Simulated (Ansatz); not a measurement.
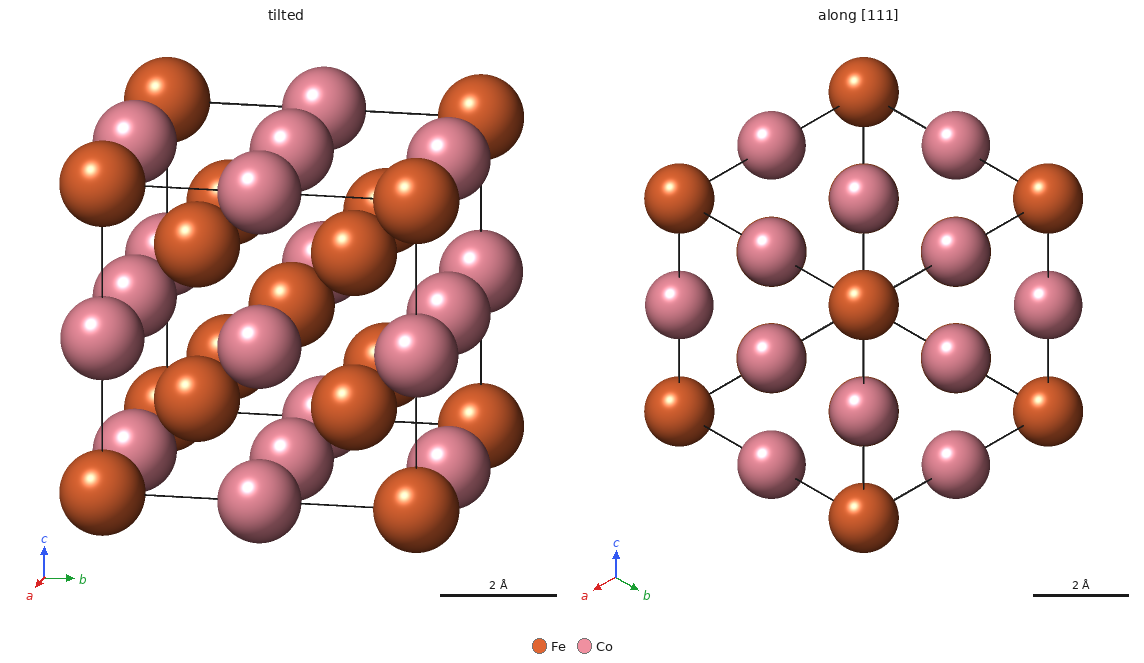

The crystal in a spheres-only representation, seen slightly off an axis and along [111]. The edges of the conventional unit cell are marked. Cell: a = 5.542 Å, b = 5.542 Å, c = 5.542 Å, α = 90.00°, β = 90.00°, γ = 90.00°.

- The formula is Fe₅Co₃.
- The atoms follow space group Im-3m (No. 229); the Bravais lattice is body-centred cubic.
- One cell contains 10 Fe, 6 Co, 16 atoms in all.
- The neighbours of Co are eight Fe in a cubic arrangement at about 2.4 Å. Fe takes two kinds of site: 2a with eight Fe in a cubic arrangement at about 2.4 Å; 8c with six Co and two Fe in a cubic arrangement (about 2.4 Å to Co, 2.4 Å to Fe). Not all metal-metal contacts are counted.

The structure comes from a structure listed in the Materials Project. Earlier steps of the study may have refined or changed the cell and positions. It was run through Ansatz as a DFT input.

At this level of theory the cell isn't at rest (compressed, at 19 GPa), so its distances can differ from those at equilibrium, the more so the softer the solid.
